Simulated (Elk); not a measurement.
# Polar Kerr effect of Fe3Ge, part 2 of 2

Aim: the polar Kerr rotation of Fe3Ge from the optical conductivity tensor.

Elk 11.2.3 (patched build); LDA (Perdew-Wang); all-electron APW+lo, Dirac cores, scalar-relativistic bands with second-variational spin-orbit coupling.

So far. Step 2 (Ground state with spin–orbit coupling): After 23 cycles the largest moment stands at 2.57 μB.

### 4. Optics with a broadening of 0.49 eV

The broadening stands for the lifetime of the excited states; it lowers and widens the peaks.

The input, elk.in:

```
tasks
  121
  122

xctype
  3

rgkmax
  7.0

nempty
  14

swidth
  0.018

reducebf
  0.5

epsengy
  1e-05

maxscl
  100

lmaxi
  3

spinpol
  .true.

spinorb
  .true.

cmagz
  .true.

intraband
  .true.

sppath
  './'

avec
  -4.28571502938 1.14835388110 6.27472229651
  1.14835388110 -4.28571502938 6.27472229651
  3.13736114826 3.13736114826 6.27472229651

atoms
  2
  'Fe.in'
  3
  0.5000000000 0.5000000000 0.5000000000   0.000000 0.000000 -0.000140
  0.2500000000 0.2500000000 0.2500000000   0.000000 0.000000 -0.000140
  0.7500000000 0.7500000000 0.7500000000   0.000000 0.000000 -0.000140
  'Ge.in'
  1
  0.0000000000 0.0000000000 0.0000000000   0.000000 0.000000 0.000000

ngridk
  12 12 12

wplot
  240 100 0
  0.00000 0.30000

optcomp
  1 1
  1 2
  3 3
```

Launch:

```
$ OMP_NUM_THREADS=4 elk
```

Output:

```text
┌─────────────────────────────────┐
│ Elk code version 11.2.3 started │
└─────────────────────────────────┘

┌────────────────────┐
│ Current task : 121 │
└────────────────────┘

Info(checkmt): changed muffin-tin radius of species 1 (Fe) from   2.4000 to   2.3280
Info(checkmt): changed muffin-tin radius of species 2 (Ge) from   2.4000 to   2.3280

Info(dielectric):
 dielectric tensor written to EPSILON_ij.OUT
 optical conductivity written to SIGMA_ij.OUT
 plasma frequency written to PLASMA_ij.OUT
 for components
  i = 1, j = 1
  i = 1, j = 2
  i = 3, j = 3

┌────────────────────┐
│ Current task : 122 │
└────────────────────┘

Warning(chksvso): spin-orbit splittings by the second variation are low [figures from our tests cut]: local-orbitals by j (lorbdm 7 and 8, zora) mend levels alone

Info(dielectric):
 dielectric tensor written to EPSILON_ij.OUT
 optical conductivity written to SIGMA_ij.OUT
 plasma frequency written to PLASMA_ij.OUT
 for components
  i = 1, j = 1
  i = 1, j = 2

Info(moke):
 complex Kerr angle in degrees written to KERR.OUT

┌──────────────────┐
│ Elk code stopped │
└──────────────────┘
```

Elapsed: 2.2 min, on 4 threads of Arm Neoverse V1, shared host; peak memory 0.05 GiB.

Intraband term included. Table of polar Kerr angle by photon energy; values in degrees:

| photon energy (eV) | rotation | ellipticity |
| --- | --- | --- |
| 0.0 | 0 | 0 |
| 0.5 | 0.0968 | -0.120 |
| 1.0 | 0.225 | -0.104 |
| 1.5 | 0.278 | -0.0338 |
| 2.0 | 0.282 | 0.0387 |
| 2.5 | 0.259 | 0.0843 |
| 3.0 | 0.242 | 0.114 |
| 3.5 | 0.235 | 0.147 |
| 4.0 | 0.211 | 0.197 |
| 4.5 | 0.148 | 0.252 |
| 5.0 | 0.0473 | 0.246 |
| 5.5 | -0.00655 | 0.184 |
| 6.0 | -0.0219 | 0.137 |
| 6.5 | -0.00959 | 0.100 |
| 7.0 | -0.0222 | 0.0936 |
| 7.5 | -0.0178 | 0.0472 |
| 8.0 | -0.0164 | 0.0524 |

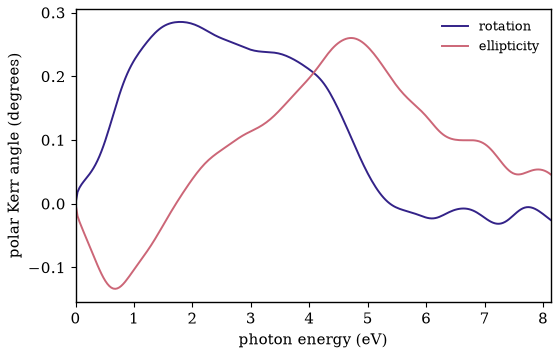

Polar Kerr angle, plotted against photon energy.

Intraband term included. Table of optical conductivity by photon energy:

| photon energy (eV) | Re sigma xx = Re sigma zz (S/cm) | Im sigma xx (S/cm) | Re sigma xy (S/cm) | Im sigma xy (S/cm) | Im sigma zz (S/cm) |
| --- | --- | --- | --- | --- | --- |
| 0 | 7728 | 0 | -147 | 0 | 0 |
| 1 | 5825 | 175 | -153 | -62.4 | 172 |
| 2 | 6474 | 1133 | -64.2 | -148 | 1135 |
| 3 | 5431 | 1611 | 5.09 | -97.9 | 1609 |
| 4 | 5260 | 841 | 12.9 | -82.9 | 840 |
| 5 | 5810 | 1097 | 55.5 | -52.0 | 1096 |
| 6 | 6227 | 1503 | 40.9 | -14.2 | 1502 |
| 7 | 6353 | 2382 | 29.9 | -2.45 | 2381 |
| 8 | 6566 | 3143 | 17.5 | 2.07 | 3142 |

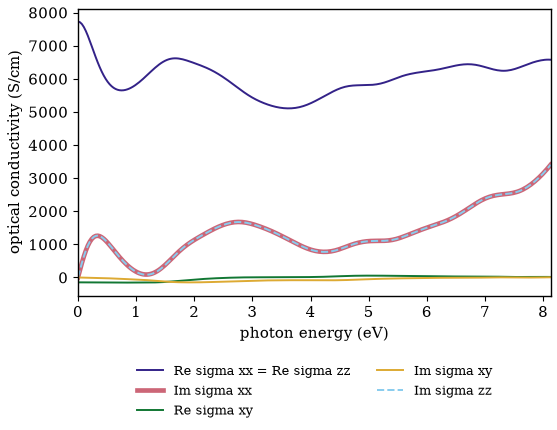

Optical conductivity, plotted against photon energy.

### 5. Optics with a broadening of 0.30 eV

The broadening stands for the lifetime of the excited states; it lowers and widens the peaks.

Edit elk.in of step 4 so:

```diff
@@ -14,3 +14,3 @@
 swidth
-  0.018
+  0.011
```

Launch:

```
$ OMP_NUM_THREADS=4 elk
```

Output:

```text
┌─────────────────────────────────┐
│ Elk code version 11.2.3 started │
└─────────────────────────────────┘

┌────────────────────┐
│ Current task : 121 │
└────────────────────┘

Info(checkmt): changed muffin-tin radius of species 1 (Fe) from   2.4000 to   2.3280
Info(checkmt): changed muffin-tin radius of species 2 (Ge) from   2.4000 to   2.3280

Info(dielectric):
 dielectric tensor written to EPSILON_ij.OUT
 optical conductivity written to SIGMA_ij.OUT
 plasma frequency written to PLASMA_ij.OUT
 for components
  i = 1, j = 1
  i = 1, j = 2
  i = 3, j = 3

┌────────────────────┐
│ Current task : 122 │
└────────────────────┘

Warning(chksvso): spin-orbit splittings by the second variation are low [figures from our tests cut]: local-orbitals by j (lorbdm 7 and 8, zora) mend levels alone

Info(dielectric):
 dielectric tensor written to EPSILON_ij.OUT
 optical conductivity written to SIGMA_ij.OUT
 plasma frequency written to PLASMA_ij.OUT
 for components
  i = 1, j = 1
  i = 1, j = 2

Info(moke):
 complex Kerr angle in degrees written to KERR.OUT

┌──────────────────┐
│ Elk code stopped │
└──────────────────┘
```

Wall time 2.2 min (4 threads); peak memory 0.05 GiB; 8.7 min of CPU time.

Intraband term included. The polar Kerr angle by photon energy; values in degrees:

| photon energy (eV) | rotation | ellipticity |
| --- | --- | --- |
| 0.0 | 0 | 0 |
| 0.5 | 0.0940 | -0.173 |
| 1.0 | 0.269 | -0.0955 |
| 1.5 | 0.316 | -0.0182 |
| 2.0 | 0.307 | 0.0644 |
| 2.5 | 0.265 | 0.104 |
| 3.0 | 0.241 | 0.130 |
| 3.5 | 0.252 | 0.160 |
| 4.0 | 0.223 | 0.215 |
| 4.5 | 0.154 | 0.298 |
| 5.0 | 0.0179 | 0.284 |
| 5.5 | -0.0371 | 0.186 |
| 6.0 | -0.0487 | 0.147 |
| 6.5 | -0.01000 | 0.0924 |
| 7.0 | -0.0360 | 0.115 |
| 7.5 | -0.0246 | 0.0153 |
| 8.0 | -0.0210 | 0.0730 |

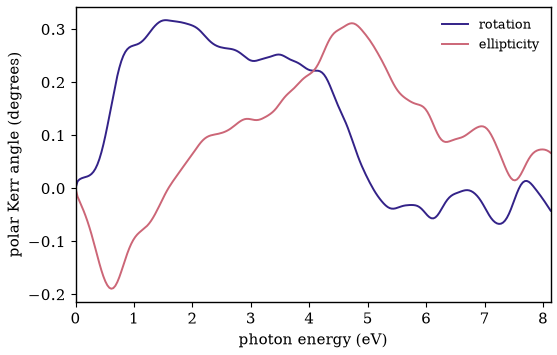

Polar Kerr angle against photon energy.

### 6. The strongest peak

The largest local extreme of the rotation above 0.5 eV, for majority spin along +z:

| broadening (eV) | energy (eV) | rotation (°) | ellipticity (°) | rotation at 1.96 eV (°) |
| --- | --- | --- | --- | --- |
| 0.49 | 1.80 | 0.285 | 0.012 | 0.283 |
| 0.30 | 1.53 | 0.317 | -0.012 | 0.308 |

### 7. Outcome

| Item | Value |
| --- | --- |
| net spin moment | 5.17 μB a cell |
| strongest peak above 0.5 eV | 0.29° at 1.8 eV |
| rotation at 1.96 eV | 0.28° |

In words: Above 0.5 eV the rotation peaks at 1.80 eV, with 0.29° for majority spin along +z at a broadening of 0.49 eV. The run's majority spin points along +z; the magnetisation points the other way, and the angle changes sign with it. The intraband term is included. These are independent-particle spectra on a 12×12×12 mesh, not shown converged.

[Logs and program files are shortened in this print: banners, set-up blocks, solver, clock and traceback lines can be left out without a mark of their own.]

[Logs are printed without paths, hosts, clocks, repeated set-up lines and the standing remarks that a program may print on its own settings, such as how far it seeks lower states.]

[Hosts, paths, dates, database ids (printed as entryN), source tags and the programs' standing remarks are cut or masked in the printed files.]

[Where a cell is said to come from a database of computed structures, the database is the Materials Project.]
